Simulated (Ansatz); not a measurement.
# AlN: geometry relaxation

- system: AlN (P4/mmm, 2 atoms in the cell)
- method: DFT PBE, scalar-relativistic, plane waves, PAW, no spin polarisation (Ansatz 0.2.0)

The structure was made by a generator, so it may or may not be a known phase. Figures and captions count atoms from 1; the log counts them from 0 in places.

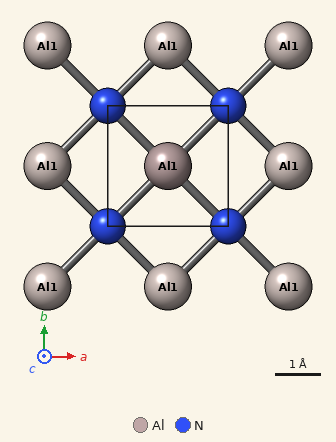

The starting structure (ball-and-stick view of the cell of the calculation, along the c axis; neighbours outside the cell are drawn fainter; atoms are numbered from 1 in the order of the input). Near neighbours in the crystal (not all of them lie inside the picture): Al has 4 N at 1.90 Å; N has 4 Al at 1.90 Å.

Input file
```yaml
crystal:
  lattice:
    - [2.6923545806, 0.0, 0.0]
    - [0.0, 2.6923545806, 0.0]
    - [0.0, 0.0, 5.0032571295]
  atoms:
    - { symbol: Al, position: [0.5, 0.5, 0.5] }
    - { symbol: "N", position: [0.0, 0.0, 0.5] }
basis:
  ecutwfc: 420
kpoints:
  mp_grid: { grid: [10, 10, 6] }
hamiltonian:
  xc: pbe
scf:
  occupations: { method: gaussian, width: 0.02 }
output:
  forces: true
  stress: true
  eigenvalues: true
  write_density: true
  write_potential: true
  elf: true
  volumetric_format: npy
relax:
  adjacent_minimum: "off"
  f_tol: 0.01
  max_steps: 80
  cell: { stress_tol: 0.05 }
```

Machine: 1 thread of Arm Neoverse V2, 24 GiB of memory available, shared host.

Launched with:
```bash
ansatz run input.yaml --threads 1 --pin off --max-ram 2048MiB --backend cpu --events-out ev --progress --plain --runs-dir out
```

Log
```
Engine: ansatz 0.2.0, aarch64-unknown-linux-gnu
Pseudopotentials: kind: paw
Pseudopotential: Al, paw, valence charge 3, recommended cutoff 420 eV (normal), Al.paw.azcp
Pseudopotential: N, paw, valence charge 5, recommended cutoff 420 eV (normal), N.paw.azcp
Functional definition: PBE
  parameter kappa = 0.804
  parameter beta = 0.06672455060314922
  exchange = pbe_x(kappa = kappa, mu = beta*pi^2/3)
  correlation = pbe_c(beta = beta)
Crystal: 2 atoms, lattice volume = 36.267 Å³
Basis set: ecut = 420 eV, 717 PW (Γ), exchange–correlation on 36×36×72 points (8 copies of the dense FFT grid, shifted against one another)
Bands: 8, of which v1, the nominal top of the filled ones, is band 4 counted from 1 (3 counted from 0)
Symmetry: 16 space group operations
Space group: P4/mmm (ITA 123), of the structure as read, at distance tolerance 3.3e-5 Å
k-points: 84 of 600
Non-local potential: Al, projectors of the file, l = 0: 2, l = 1: 2, l = 2: 1
Non-local potential: N, projectors of the file, l = 0: 2, l = 1: 2, l = 2: 1
PAW form: soft (Blöchl's): semilocal exchange-correlation on the pseudo side does not see the compensation charge
PAW one-centre angular grid: Al, 110 points (default); XC on 64 Gauss nodes
PAW one-centre angular grid: N, 110 points (default); XC on 64 Gauss nodes
Initial density: superposition of atomic densities (neutral atoms: chi_scale 0, normalization atom), corrected by the library's trained network
Initial wavefunctions: pseudopotential atomic-orbital guess
Functional: x = pbe(κ = 0.804, μ = 0.2195149727645171), c = pbe(β = 0.06672455060314922)
SCF iter   1: F=—  HF=-922.816412 eV  |F-HF|=—  |Δ(HF+E_count)|=         —  Δρ=3.37e-3  dr2=4.56e-3  ethr=1.77e-3  ⟨swp⟩=6.2  Hψ=5409  notcnv=0
preconditioner: auto → none  [insulator: Δε(μ)=0.821 eV  Ē_g=13.139 eV  σ=0.020 eV  W_gap=1.00  n_scr=2 (ndim 8)  ℏωp=17.4 eV  f_vac=0.193  D(μ)=0.00/eV (n_scr^D=0)  ε∞_Penn≈2.8]
SCF iter   2: F=—  HF=-922.822531 eV  |F-HF|=—  |Δ(HF+E_count)|=   6.12e-3  Δρ=1.43e-3  dr2=1.10e-3  ethr=5.70e-5  ⟨swp⟩=2.9  Hψ=1994  notcnv=0
SCF iter   3: F=—  HF=-922.825434 eV  |F-HF|=—  |Δ(HF+E_count)|=   2.90e-3  Δρ=9.42e-4  dr2=3.60e-4  ethr=1.38e-5  ⟨swp⟩=2.8  Hψ=1338  notcnv=0
SCF iter   4: F=—  HF=-922.826236 eV  |F-HF|=—  |Δ(HF+E_count)|=   8.02e-4  Δρ=1.07e-4  dr2=2.15e-6  ethr=4.50e-6  ⟨swp⟩=2.7  Hψ=1336  notcnv=0
SCF iter   5: F=—  HF=-922.826159 eV  |F-HF|=—  |Δ(HF+E_count)|=   7.68e-5  Δρ=1.36e-5  dr2=4.36e-8  ethr=2.69e-8  ⟨swp⟩=2.0  Hψ=1255  notcnv=0
SCF iter   6: F=-922.826159 eV  HF=-922.826159 eV  |F-HF|=2.48e-9  |Δ(HF+E_count)|=   1.92e-8  Δρ=2.91e-6  dr2=1.41e-9  ethr=5.45e-10  ⟨swp⟩=6.0  Hψ=3600  notcnv=0
SCF 1 converged in 6 iterations: F = -922.826159 eV  dr2 = 1.41e-9
  greatest PAW one-centre occupation: 0.793 electrons in one spin orbital (limit 2), on the N atom at site 1 (counted from 0), in its partial waves of l = 0
relax step   1: F+E_penalty+E_count = -922.82615916 eV  Δ(F+E_penalty+E_count) = +0.000e0 eV  max|allowed force component| = 5.767e-29 eV/Å  Δτ_max = 0.0000 Å  P = +0.004 GPa  Ω = 36.267 Å³  (6 SCF iters, dr2 threshold 1.00e-7 eV, accepted)
Initial density: handed on by an earlier stage of this run
Initial wavefunctions: pseudopotential atomic-orbital guess (no wavefunctions were taken with the density)
iter 1 solved again at ethr=3.86e-8 eV; its pass at ethr=3.10e-3 eV (dr2=3.09e-6 eV) is discarded
SCF iter   1: F=—  HF=-922.826244 eV  |F-HF|=—  |Δ(HF+E_count)|=         —  Δρ=2.72e-6  dr2=1.28e-9  ethr=3.86e-8  ⟨swp⟩=3.1  Hψ=7537  notcnv=0
preconditioner: auto → none  [insulator: Δε(μ)=0.938 eV  Ē_g=13.189 eV  σ=0.020 eV  W_gap=1.00  n_scr=2 (ndim 8)  ℏωp=17.4 eV  f_vac=0.233  D(μ)=0.00/eV (n_scr^D=0)  ε∞_Penn≈2.7]
SCF iter   2: F=—  HF=-922.826159 eV  |F-HF|=—  |Δ(HF+E_count)|=   8.53e-5  Δρ=2.82e-6  dr2=9.66e-10  ethr=1.59e-11  ⟨swp⟩=3.3  Hψ=1339  notcnv=0
SCF iter   3: F=—  HF=-922.826159 eV  |F-HF|=—  |Δ(HF+E_count)|=  9.97e-10  Δρ=1.79e-6  dr2=3.71e-10  ethr=1.21e-11  ⟨swp⟩=1.1  Hψ=677  notcnv=0
SCF iter   4: F=—  HF=-922.826159 eV  |F-HF|=—  |Δ(HF+E_count)|=  7.76e-10  Δρ=7.13e-7  dr2=1.45e-10  ethr=4.64e-12  ⟨swp⟩=2.0  Hψ=991  notcnv=0
SCF iter   5: F=-922.826159 eV  HF=-922.826159 eV  |F-HF|=3.41e-13  |Δ(HF+E_count)|=  2.27e-11  Δρ=6.50e-8  dr2=1.28e-12  ethr=1.00e-12  ⟨swp⟩=4.3  Hψ=3026  notcnv=0
SCF 2 converged in 5 iterations: F = -922.826159 eV  dr2 = 1.28e-12
relax step   2: F+E_penalty+E_count = -922.82615916 eV  Δ(F+E_penalty+E_count) = -4.297e-10 eV  max|allowed force component| = 5.768e-29 eV/Å  Δτ_max = 0.0000 Å  P = +0.004 GPa  Ω = 36.267 Å³  stress off target by 3.50e-2 GPa  SCF on the basis re-selected at this cell (its energy is not comparable with the rows above)  (5 SCF iters)
```

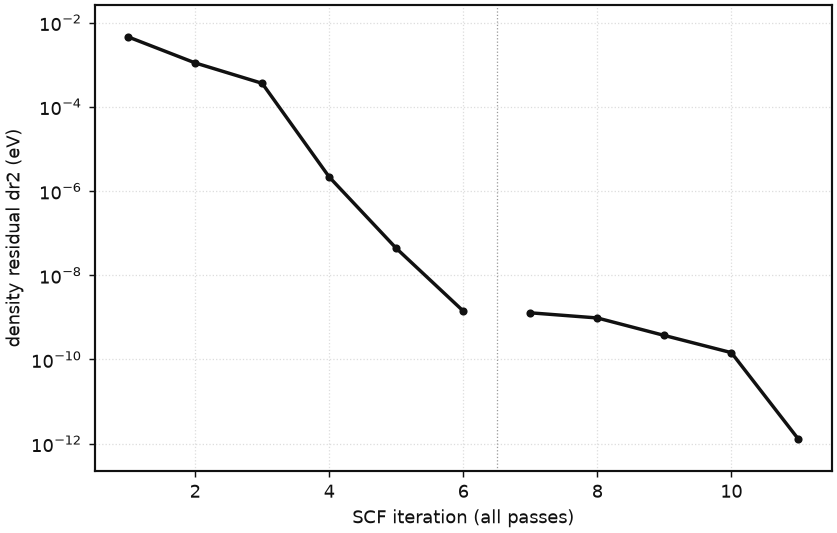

Convergence of the self-consistent field: density residual dr2 against the SCF iteration. The dotted lines part the SCF passes of the relaxation: geometry steps, rejected trials and re-solves on a re-selected basis. The passes take 6 and 5 iterations.

```
basis re-selected at this cell: Δ(F+E_penalty+E_count) = -4.297e-10 eV, ΔP = -0.000 GPa vs the last step (what re-selecting the basis moved, of the pressure what is left beyond the Pulay correction that the steps carried, after the strain that the cell walked since its last selection, with what the two solves' SCF thresholds leave and, on support functions, any second-order correction that the steps lacked; it is no measure of the basis error at this ecutwfc). This SCF's stress stands 3.50e-2 GPa from its target on what of the cell is left free (relax.cell.stress_tol is 5.00e-2 GPa) and its largest allowed force component is 5.77e-29 eV/Å (relax.f_tol is 1.00e-2 eV/Å): within both
SCF converged after 5 iterations
Free energy (F): -922.826159 eV
Harris-Foulkes:  -922.826159 eV  (|F-HF|=3.41e-13)
Internal energy: -922.826159 eV  (E = F + TS)
E sigma→0 (E₀):  -922.826159 eV
Fermi energy:    3.551427 eV
--- Per-component energies (eV) ---
  E_band       = -22.752384
  E_kinetic    = 158.506787
  E_local      = -472.122636  (includes V_loc(G=0)·N_el)
  E_nonlocal   = 54.981435
  E_hartree    = 182.879141
  E_xc         = -101.057524
  E_vxc        = -106.904962  (∫ρ·V_xc dr)
  E_paw        = -594.844667  (= ΣΔE_a)
  E_vpaw       = -22.971410  (= ΣTr[D̂ρ^β])
  E_aug_tail   = 0.000099  (compensation charges beyond the density's cutoff)
  E_ewald      = -151.168795
  E_smearing   = -0.000000  (= −TS)
  E_closure    = -0.000000  (closes the sum)
  Σ components = -922.826159   (vs F -922.826159, Δ=0.00e0)
--- Forces (eV/Å), atoms counted from 1 ---
  atom   1  Al    -0.00000000    -0.00000000     0.00000000
  atom   2  N     -0.00000000     0.00000000     0.00000000
  max |Σ_I F_I| component: 1.58e-28 eV/Å
--- Stress (GPa, compression-positive) ---
       -0.011712       0.000000       0.000000
        0.000000      -0.011712       0.000000
        0.000000       0.000000       0.034963
  P = ⅓ Tr σ = 0.0038 GPa (0.038 kbar)
--- Band table (eV; the first three rows and the last of 84) ---
  k-point 0: bands = ["-12.6309", "-0.7968", "2.1375", "2.1375", "4.0207", "10.7705", "10.8479", "11.6651"]
  k-point 1: bands = ["-12.6276", "-0.9290", "2.1376", "2.1376", "4.4294", "9.6221", "11.6734", "11.9429"]
  k-point 2: bands = ["-12.6208", "-1.1620", "2.1386", "2.1386", "5.4489", "8.3316", "11.6901", "13.1480"]
  k-point 83: bands = ["-9.1928", "-2.4602", "-2.4602", "3.0105", "6.5484", "10.1539", "10.9608", "10.9608"]
--- Relaxed structure (1 steps of the walk, 1 accepted, 1 SCFs on fresh bases) ---
  F+E_penalty+E_count = -922.82615916 eV   max|allowed force component| = 5.768e-29 eV/Å   (the final SCF, on the basis selected at the relaxed cell)
  cell:  # Å, volume = 36.2675 Å³
    - [2.6923545806, 0.0, 0.0]
    - [0.0, 2.6923545806, 0.0]
    - [0.0, 0.0, 5.0032571295]
  atoms:
    - { symbol: Al, position: [0.5, 0.5, 0.5000000000000001] }
    - { symbol: N, position: [0.0, 0.0, 0.5000000000000001] }
```

Trajectory as extended XYZ (Å, eV, eV/Å), 2 frames, from step=1 to step=2
```
2
Lattice="2.6924 0.0000 0.0000 0.0000 2.6924 0.0000 0.0000 0.0000 5.0033" Properties=species:S:1:pos:R:3:forces:R:3 step=1 energy=-922.82616 pressure_GPa=0.00
Al    1.3462    1.3462    2.5016    0.0000   0.0000   0.0000
N     0.0000    0.0000    2.5016    0.0000   0.0000   0.0000
2
Lattice="2.6924 0.0000 0.0000 0.0000 2.6924 0.0000 0.0000 0.0000 5.0033" Properties=species:S:1:pos:R:3:forces:R:3 step=2 energy=-922.82616 pressure_GPa=0.00
Al    1.3462    1.3462    2.5016    0.0000   0.0000   0.0000
N     0.0000    0.0000    2.5016    0.0000   0.0000   0.0000
```

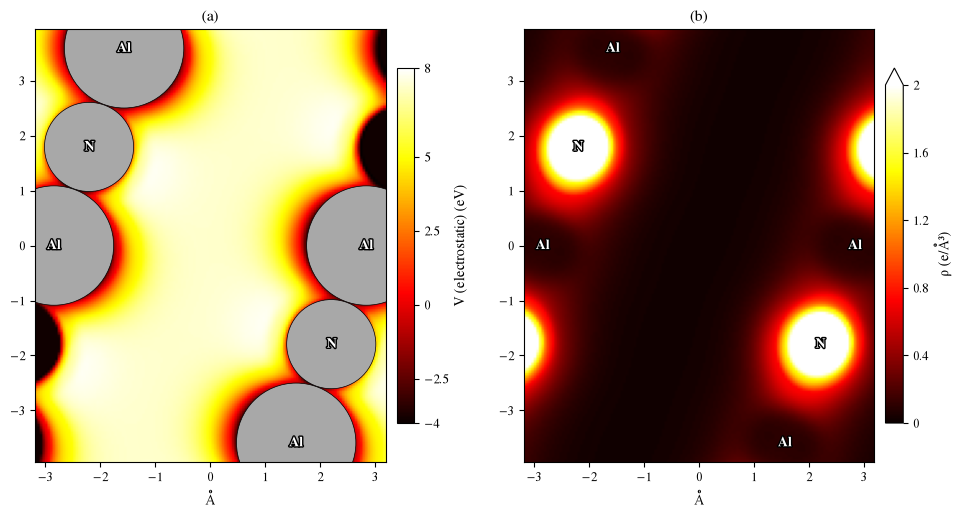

(a) electrostatic potential (local pseudopotential plus Hartree) felt by an electron; (b) valence pseudo-density on the (111) plane of the conventional cell. Grey discs, where drawn, cover atomic cores. The plane passes through Al and N nuclei. Al–N (1.90 Å): the density is about 0.65 e/Å³ at the midpoint. Away from the nuclei the density in this plane falls to 0.004 e/Å³ at its lowest. Outside the cores the potential energy rises away from the atoms and is highest about 1.3 Å from the nearest atoms; outside the discs it spans about 11 eV, and its zero is arbitrary. The fields are those of the smooth PAW valence density.

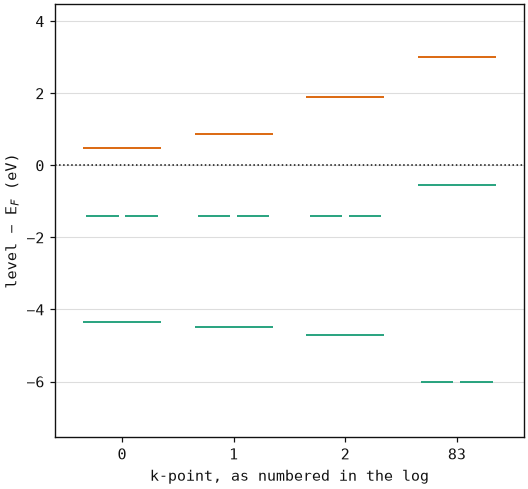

Kohn–Sham levels near the Fermi level (dotted) at the few k-points that the log prints; levels within 0.02 eV of each other stand side by side. Among these points the highest filled and lowest empty levels are 1.01 eV apart; the gap on the full mesh, 0.94 eV, has an edge at a point that isn't printed.

Results in brief

```csv
quantity,value
outcome,converged
space group (tolerance 0.01 Å),P4/mmm (123)
electrons treated,8
free energy,−922.8262 eV
Fermi energy,3.551 eV
gap on the k-point mesh,0.94 eV
pressure,0.00 GPa
final volume,36.27 Å³
largest force (length of the vector) at the end,under 0.001 eV/Å
final cell,"a = 2.692 Å, b = 2.692 Å, c = 5.003 Å, α = 90.00°, β = 90.00°, γ = 90.00°"
wall time,3.1 s
peak memory,0.3 GiB
```
